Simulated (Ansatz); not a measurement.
GaN: single-point calculation (part 1 of 2)

System: GaN (slab, 24 atoms in the cell).
Method: DFT PBE, scalar-relativistic, plane waves, PAW, no spin polarisation (Ansatz 0.2.0).

The structure derives from an entry of the Crystallography Open Database. It belongs to a series of runs on one base structure; here: the substrate alone at its places in the stack. Figures and captions count atoms from 1; the log counts them from 0 in places.

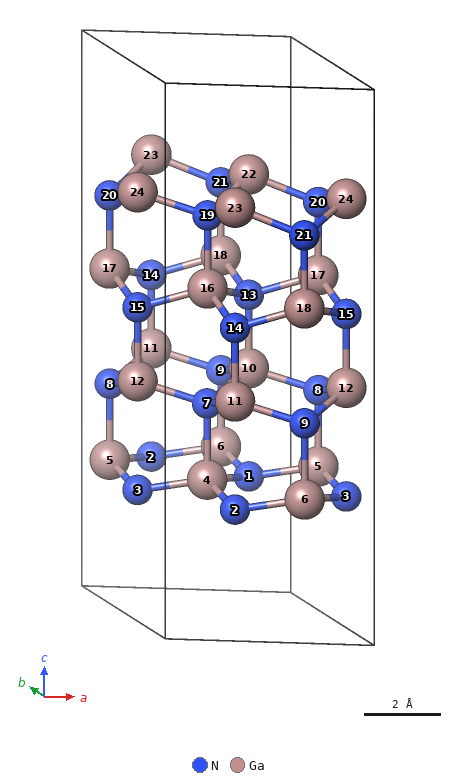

**Figure 1.** The structure as given in the input (ball-and-stick view of the cell of the calculation, with the vacuum cut short, seen slightly off an axis; atoms are numbered from 1 in the order of the input). Near neighbours in the crystal (not all of them lie inside the picture): N has 3 Ga at 1.89 Å; Ga has 4 N at 1.89 to 2.10 Å; N has 4 Ga at 1.94 to 2.10 Å; Ga has 3 N at 1.96 to 1.98 Å.

**Input**
```yaml
crystal:
  lattice:
    - [5.5744824363, 0.0, 0.0]
    - [-2.7872412181, 4.8276434028, 0.0]
    - [0.0, 0.0, 30.7336341549]
  atoms:
    - { symbol: "N", position: [0.6666666667, 0.6666666667, 0.2546585282] }
    - { symbol: "N", position: [0.3333333333, 0.0, 0.2546560803] }
    - { symbol: "N", position: [0.0, 0.3333333333, 0.2544975691] }
    - { symbol: Ga, position: [0.3331929346, 0.3333317037, 0.2657394031] }
    - { symbol: Ga, position: [1.6297e-06, 0.6665278976, 0.2657394031] }
    - { symbol: Ga, position: [0.6668054357, 0.0001403987, 0.2657394031] }
    - { symbol: "N", position: [0.3329165522, 0.333322956, 0.3341110557] }
    - { symbol: "N", position: [1.03773e-05, 0.6662602628, 0.3341110557] }
    - { symbol: "N", position: [0.6670730705, 0.0004167812, 0.3341110557] }
    - { symbol: Ga, position: [0.6666666667, 0.6666666667, 0.3517876217] }
    - { symbol: Ga, position: [0.3333333333, 0.0, 0.3517953311] }
    - { symbol: Ga, position: [0.0, 0.3333333333, 0.3521388203] }
    - { symbol: "N", position: [0.6666666667, 0.6666666667, 0.4177666031] }
    - { symbol: "N", position: [0.3333333333, 0.0, 0.4177820061] }
    - { symbol: "N", position: [0.0, 0.3333333333, 0.4184388928] }
    - { symbol: Ga, position: [0.3351441154, 0.3333634347, 0.4373791432] }
    - { symbol: Ga, position: [-3.01013e-05, 0.6684473474, 0.4373791432] }
    - { symbol: Ga, position: [0.6648859859, -0.0018107821, 0.4373791432] }
    - { symbol: "N", position: [0.335322623, 0.3333571136, 0.502955594] }
    - { symbol: "N", position: [-2.37803e-05, 0.668632176, 0.502955594] }
    - { symbol: "N", position: [0.6647011573, -0.0019892896, 0.502955594] }
    - { symbol: Ga, position: [0.6666666667, 0.6666666667, 0.5258212976] }
    - { symbol: Ga, position: [0.3333333333, 0.0, 0.5257833589] }
    - { symbol: Ga, position: [0.0, 0.3333333333, 0.5217978471] }
basis:
  ecutwfc: 420
kpoints:
  mp_grid: { grid: [9, 9, 1] }
hamiltonian:
  xc: pbe
scf:
  occupations: { method: gaussian, width: 0.1 }
output:
  forces: true
  stress: true
  eigenvalues: true
  write_density: true
  write_potential: true
  elf: true
  volumetric_format: npy
efield:
  axis: 3
  dipole_correction: true
  ramp_width: 0.04
```

Run on 8 threads of AMD EPYC (Zen 5), 64 GiB of memory available, shared host.

Launch command:
```bash
ansatz run input.yaml --threads 8 --pin off --max-ram 20480MiB --backend cpu --events-out ev --progress --plain --runs-dir out
```

**Output**
```
Engine: ansatz 0.2.0, x86_64-unknown-linux-gnu
Pseudopotentials: kind: paw
Pseudopotential: N, paw, valence charge 5, recommended cutoff 420 eV (normal), N.paw.azcp
Pseudopotential: Ga, paw, valence charge 13, recommended cutoff 420 eV (normal), Ga.paw.azcp
Functional definition: PBE
  parameter kappa = 0.804
  parameter beta = 0.06672455060314922
  exchange = pbe_x(kappa = kappa, mu = beta*pi^2/3)
  correlation = pbe_c(beta = beta)
Crystal: 24 atoms, lattice volume = 827.092 Å³
Basis set: ecut = 420 eV, 16231 PW (Γ), exchange–correlation on 80×80×432 points (8 copies of the dense FFT grid, shifted against one another)
Bands: 132, of which v1, the nominal top of the filled ones, is band 108 counted from 1 (107 counted from 0)
Symmetry: 3 space group operations
Space group: P3 (ITA 143), of the structure as read, at distance tolerance 9.4e-5 Å
k-points: 15 of 81 (time reversal used)
Non-local potential: N, projectors of the file, l = 0: 2, l = 1: 2, l = 2: 1
Non-local potential: Ga, projectors of the file, l = 0: 2, l = 1: 2, l = 2: 3, l = 3: 1
PAW form: soft (Blöchl's): semilocal exchange-correlation on the pseudo side does not see the compensation charge
PAW one-centre angular grid: N, 110 points (default); XC on 64 Gauss nodes
PAW one-centre angular grid: Ga, 590 points (default); XC on 64 Gauss nodes
Initial density: superposition of atomic densities (neutral atoms: chi_scale 0, normalization atom), corrected by the library's trained network
Initial wavefunctions: pseudopotential atomic-orbital guess
Functional: x = pbe(κ = 0.804, μ = 0.2195149727645171), c = pbe(β = 0.06672455060314922)
SCF iter   1: F=—  HF=-50006.019994 eV  |F-HF|=—  |Δ(HF+E_count)|=         —  Δρ=4.89e-3  dr2=1.40e0  ethr=1.77e-3  p=0.394 e·Å  D=8.61e-2 V/Å  ΔV_dip=-2.65 eV  dr2_dipole=5.38e-1  V_vac-E_F(+/−)=3.59/6.24 eV  ⟨swp⟩=6.3  Hψ=8088  notcnv=0  defer=179
efield: sawtooth ramp at fractional position 0.8702 (placed from the atoms, in the widest stretch of the axis that holds none; the zero of the levels goes with the place), width 0.0400; the density the first Hamiltonian is built on has a dipole p = 0.394 e·Å; the dipole correction subtracts the counter field D = 8.61e-2 V/Å, which shifts the + side's vacuum level by -2.65 eV against the − side's; the planar-averaged density in the ramp window peaks in size at 8.6e-6 e/Å³
preconditioner: auto → LDOS  [metal: Δε(μ)=0.010 eV  Ē_g=15.329 eV  σ=0.100 eV  W_gap=0.06  n_scr=122 (ndim 8)  ℏωp=19.0 eV  f_vac=0.618  D(μ)=30.01/eV (n_scr^D=216)  β→1.0]
SCF iter   2: F=—  HF=-50005.985161 eV  |F-HF|=—  |Δ(HF+E_count)|=   3.48e-2  Δρ=2.30e-3  dr2=5.45e-2  ethr=6.47e-4  p=0.382 e·Å  D=8.35e-2 V/Å  ΔV_dip=-2.57 eV  dr2_dipole=2.48e-3  V_vac-E_F(+/−)=3.85/6.41 eV  ⟨swp⟩=2.0  Hψ=2363  notcnv=0  defer=244
SCF iter   3: F=—  HF=-50005.993653 eV  |F-HF|=—  |Δ(HF+E_count)|=   8.49e-3  Δρ=1.20e-3  dr2=1.91e-2  ethr=2.52e-5  p=0.367 e·Å  D=8.02e-2 V/Å  ΔV_dip=-2.47 eV  dr2_dipole=2.44e-3  V_vac-E_F(+/−)=3.93/6.40 eV  ⟨swp⟩=2.0  Hψ=3272  notcnv=0  defer=244
SCF iter   4: F=—  HF=-50005.997104 eV  |F-HF|=—  |Δ(HF+E_count)|=   3.45e-3  Δρ=1.19e-3  dr2=3.20e-2  ethr=8.85e-6  p=0.360 e·Å  D=7.87e-2 V/Å  ΔV_dip=-2.42 eV  dr2_dipole=9.80e-3  V_vac-E_F(+/−)=3.96/6.38 eV  ⟨swp⟩=2.0  Hψ=3404  notcnv=0  defer=244
SCF iter   5: F=—  HF=-50005.993871 eV  |F-HF|=—  |Δ(HF+E_count)|=   3.23e-3  Δρ=4.97e-4  dr2=2.88e-3  ethr=8.85e-6  p=0.353 e·Å  D=7.73e-2 V/Å  ΔV_dip=-2.38 eV  dr2_dipole=1.58e-5  V_vac-E_F(+/−)=3.98/6.36 eV  ⟨swp⟩=2.0  Hψ=3359  notcnv=0  defer=244
SCF iter   6: F=—  HF=-50005.993554 eV  |F-HF|=—  |Δ(HF+E_count)|=   3.17e-4  Δρ=2.68e-4  dr2=1.48e-3  ethr=1.33e-6  p=0.351 e·Å  D=7.67e-2 V/Å  ΔV_dip=-2.36 eV  dr2_dipole=5.16e-4  V_vac-E_F(+/−)=3.99/6.35 eV  ⟨swp⟩=2.0  Hψ=3424  notcnv=0  defer=242
SCF iter   7: F=—  HF=-50005.993572 eV  |F-HF|=—  |Δ(HF+E_count)|=   1.85e-5  Δρ=1.65e-4  dr2=4.32e-4  ethr=6.84e-7  p=0.353 e·Å  D=7.72e-2 V/Å  ΔV_dip=-2.37 eV  dr2_dipole=5.94e-7  V_vac-E_F(+/−)=3.97/6.34 eV  ⟨swp⟩=2.0  Hψ=3164  notcnv=0  defer=242
SCF iter   8: F=—  HF=-50005.993541 eV  |F-HF|=—  |Δ(HF+E_count)|=   3.11e-5  Δρ=1.19e-4  dr2=2.50e-4  ethr=2.00e-7  p=0.354 e·Å  D=7.75e-2 V/Å  ΔV_dip=-2.38 eV  dr2_dipole=3.56e-5  V_vac-E_F(+/−)=3.97/6.35 eV  ⟨swp⟩=2.0  Hψ=2635  notcnv=0  defer=242
SCF iter   9: F=—  HF=-50005.993553 eV  |F-HF|=—  |Δ(HF+E_count)|=   1.15e-5  Δρ=7.64e-5  dr2=1.24e-4  ethr=1.16e-7  p=0.356 e·Å  D=7.79e-2 V/Å  ΔV_dip=-2.39 eV  dr2_dipole=1.26e-6  V_vac-E_F(+/−)=3.95/6.35 eV  ⟨swp⟩=2.3  Hψ=2232  notcnv=0  defer=242
SCF iter  10: F=—  HF=-50005.993553 eV  |F-HF|=—  |Δ(HF+E_count)|=   6.02e-7  Δρ=5.20e-5  dr2=5.82e-5  ethr=5.72e-8  p=0.357 e·Å  D=7.82e-2 V/Å  ΔV_dip=-2.40 eV  dr2_dipole=4.59e-8  V_vac-E_F(+/−)=3.95/6.35 eV  ⟨swp⟩=2.0  Hψ=1766  notcnv=0  defer=242
SCF iter  11: F=—  HF=-50005.993843 eV  |F-HF|=—  |Δ(HF+E_count)|=   2.89e-4  Δρ=3.55e-5  dr2=4.15e-5  ethr=2.70e-8  p=0.358 e·Å  D=7.83e-2 V/Å  ΔV_dip=-2.40 eV  dr2_dipole=6.11e-6  V_vac-E_F(+/−)=3.94/6.35 eV  ⟨swp⟩=2.0  Hψ=2589  notcnv=0  defer=239
SCF iter  12: F=—  HF=-50005.993847 eV  |F-HF|=—  |Δ(HF+E_count)|=   4.29e-6  Δρ=1.84e-5  dr2=1.22e-5  ethr=1.92e-8  p=0.357 e·Å  D=7.82e-2 V/Å  ΔV_dip=-2.40 eV  dr2_dipole=2.52e-6  V_vac-E_F(+/−)=3.95/6.35 eV  ⟨swp⟩=2.5  Hψ=2854  notcnv=0  defer=239
SCF iter  13: F=—  HF=-50005.993848 eV  |F-HF|=—  |Δ(HF+E_count)|=   1.12e-6  Δρ=6.37e-6  dr2=2.14e-6  ethr=5.67e-9  p=0.357 e·Å  D=7.82e-2 V/Å  ΔV_dip=-2.40 eV  dr2_dipole=5.59e-7  V_vac-E_F(+/−)=3.95/6.35 eV  ⟨swp⟩=2.0  Hψ=2613  notcnv=0  defer=239
SCF iter  14: F=—  HF=-50005.993849 eV  |F-HF|=—  |Δ(HF+E_count)|=   4.55e-7  Δρ=4.14e-6  dr2=5.35e-7  ethr=9.93e-10  p=0.357 e·Å  D=7.81e-2 V/Å  ΔV_dip=-2.40 eV  dr2_dipole=1.36e-7  V_vac-E_F(+/−)=3.95/6.35 eV  ⟨swp⟩=2.0  Hψ=2212  notcnv=0  defer=239
SCF iter  15: F=-50005.993849 eV  HF=-50005.993849 eV  |F-HF|=2.30e-7  |Δ(HF+E_count)|=   2.17e-7  Δρ=1.97e-6  dr2=8.00e-8  ethr=4.63e-11  p=0.357 e·Å  D=7.81e-2 V/Å  ΔV_dip=-2.40 eV  dr2_dipole=4.95e-9  V_vac-E_F(+/−)=3.95/6.35 eV  ⟨swp⟩=23.3  Hψ=20480  notcnv=0
SCF 1 converged in 15 iterations: F = -50005.993849 eV  dr2 = 8.00e-8
  greatest PAW one-centre occupation: 0.995 electrons in one spin orbital (limit 2), on the Ga atom at site 23 (counted from 0), in its partial waves of l = 2
```

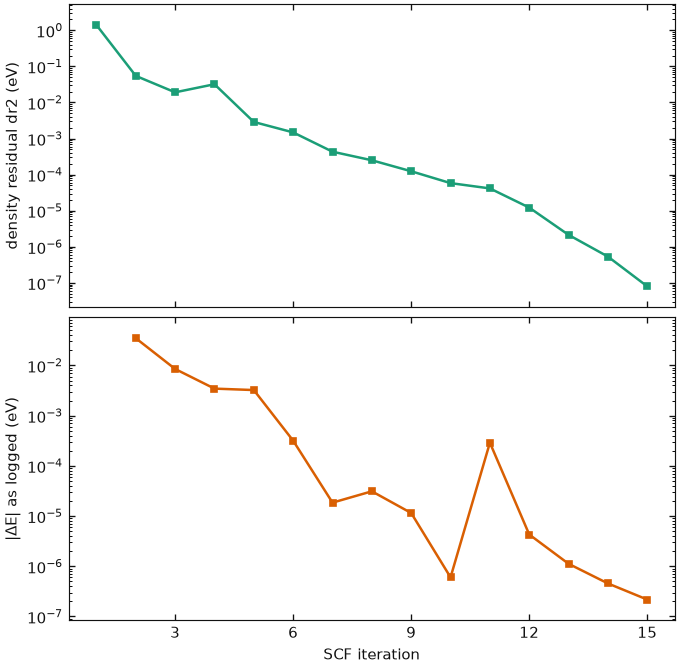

**Figure 2.** Convergence of the self-consistent field: density residual dr2 and size of the energy change against the SCF iteration. The residual falls almost steadily, with no more than small rises.

```
WARN: The output density's exchange-correlation potential varies sharply where the density is thin. Do not read a vacuum level from v_tot or v_xc, or from such a field of the output density. On a cell that repeats whose density bears no net charge and no dipole along the vacuum's axis use v_es (v_loc + v_h of the components); under efield.dipole_correction with no amplitude use v_es + v_field, which holds any external_charges[].barrier, or the levels of the report's work_function block, which leave it out; under a non-zero efield.amplitude the vacuum is tilted and has no level; on a cell that repeats and bears such a dipole with no correction it is tilted too, and efield.dipole_correction with no amplitude gives each side of its ramp a level where efield: is served; in a cell that repeats whose density bears a net charge (total_charge, or a fill off its count) it is curved and has none; of a slab under crystal.periodic whose density bears no net charge use v_es, which has a level on each side, short of where the two are joined; of another it falls or rises all the way out and has none; of a slab beside external_charges read slab_vacuum_level instead, which it has where they leave it neutral. The grid or the basis barely resolves most such structure, and the values can differ between equally converged runs; as a rule a tighter scf.convergence.dr2_threshold does not remove it. Where the density itself ripples (under the LDA too) a higher basis.ecutwfc lessens it. The files hold the spikes' plane waves up to the density's cutoff. Files: v_tot_of_output_density and the like, and their columns of v_z.tsv (output.write_potential); v_xc_of_output_density and the like, and their columns of v_comp_z.tsv (output.write_potential_components). Measured: with its Gaussian average of σ = 0.25 Å subtracted twice, the exchange-correlation potential is over 0.1 eV at 75 of the grid points where the equally averaged density (valence and model cores) is under 1e-3 e/Å³, and 0.243 eV at the most among them, at an averaged density of 3.0e-7 e/Å³. The input density's (outcome.potential() and, of a run that writes arrays, v_tot and v_xc) is over 0.1 eV, so measured, at 498 points of its own thin density, 0.247 eV at the most. See output.write_potential in the manual, Limitations
SCF converged after 15 iterations
Free energy (F): -50005.993849 eV
Harris-Foulkes:  -50005.993849 eV  (|F-HF|=2.30e-7)
Internal energy: -50005.850624 eV  (E = F + TS)
E sigma→0 (E₀):  -50005.922237 eV
Entropy (-TS):   -0.143225 eV (-5.968 meV/atom)
Fermi energy:    0.033259 eV
Dipole field:    D = 0.078096 V/Å  (p = 0.356961 e·Å, saw-weighted, corrected)
Work function:   Φ+ = 3.9488 eV   Φ− = 6.3490 eV
Levels:          The Fermi level and band energies are counted from a zero that moves with the ramp; work functions are not
--- Per-component energies (eV) ---
  E_band       = -2283.642284
  E_kinetic    = 2943.630448
  E_local      = -380501.282996  (includes V_loc(G=0)·N_el)
  E_nonlocal   = 5688.673090
  E_hartree    = 188208.794513
  E_xc         = -1535.835293
  E_vxc        = -1595.730507  (∫ρ·V_xc dr)
  E_paw        = -25436.260939  (= ΣΔE_a)
  E_vpaw       = -5236.687528  (= ΣTr[D̂ρ^β])
  E_aug_tail   = 0.000124  (compensation charges beyond the density's cutoff)
  E_efield     = 0.013939  (sawtooth field / dipole correction)
  E_vefield    = 0.097964  (∫n·V_field dr)
  E_ewald      = 160626.416491
  E_smearing   = -0.143225  (= −TS)
  E_closure    = 0.000000  (closes the sum)
  Σ components = -50005.993849   (vs F -50005.993849, Δ=0.00e0)
--- Forces (eV/Å), atoms counted from 1 ---
  atom   1  N      0.00000000     0.00000000     0.02589382
  atom   2  N      0.00000000     0.00000000     0.02579478
  atom   3  N      0.00000000     0.00000000     0.02413100
  atom   4  Ga    -0.00237486    -0.00010643    -0.14775922
  atom   5  Ga     0.00127960    -0.00200348    -0.14775922
  atom   6  Ga     0.00109526     0.00210991    -0.14775922
  atom   7  N      0.00278424     0.00023427     0.32753535
  atom   8  N     -0.00159501     0.00229409     0.32753535
  atom   9  N     -0.00118924    -0.00252836     0.32753535
  atom  10  Ga    -0.00000000     0.00000000    -0.40571606
  atom  11  Ga    -0.00000000     0.00000000    -0.40481590
  atom  12  Ga    -0.00000000     0.00000000    -0.37940413
  atom  13  N      0.00000000    -0.00000000     0.51434333
  atom  14  N      0.00000000     0.00000000     0.51136596
  atom  15  N      0.00000000    -0.00000000     0.44596128
  atom  16  Ga    -0.07851087    -0.00143960    -0.65029181
  atom  17  Ga     0.04050217    -0.06727261    -0.65029181
  atom  18  Ga     0.03800871     0.06871221    -0.65029181
  atom  19  N     -0.17490010    -0.00143828     0.97549103
  atom  20  N      0.08869563    -0.15074879     0.97549103
  atom  21  N      0.08620446     0.15218707     0.97549103
  atom  22  Ga    -0.00000000     0.00000000    -0.43145711
  atom  23  Ga    -0.00000000     0.00000000    -0.43758763
  atom  24  Ga    -0.00000000    -0.00000000    -1.00341021
  max |Σ_I F_I| component: 2.52e-5 eV/Å
--- Stress (GPa, compression-positive) ---
        0.711373      -0.000000       0.000000
        0.000000       0.711373      -0.000000
        0.000000       0.000000       0.382265
  P = ⅓ Tr σ = 0.6017 GPa (6.017 kbar)
--- Band table (eV; the first three rows and the last of 15) ---
```
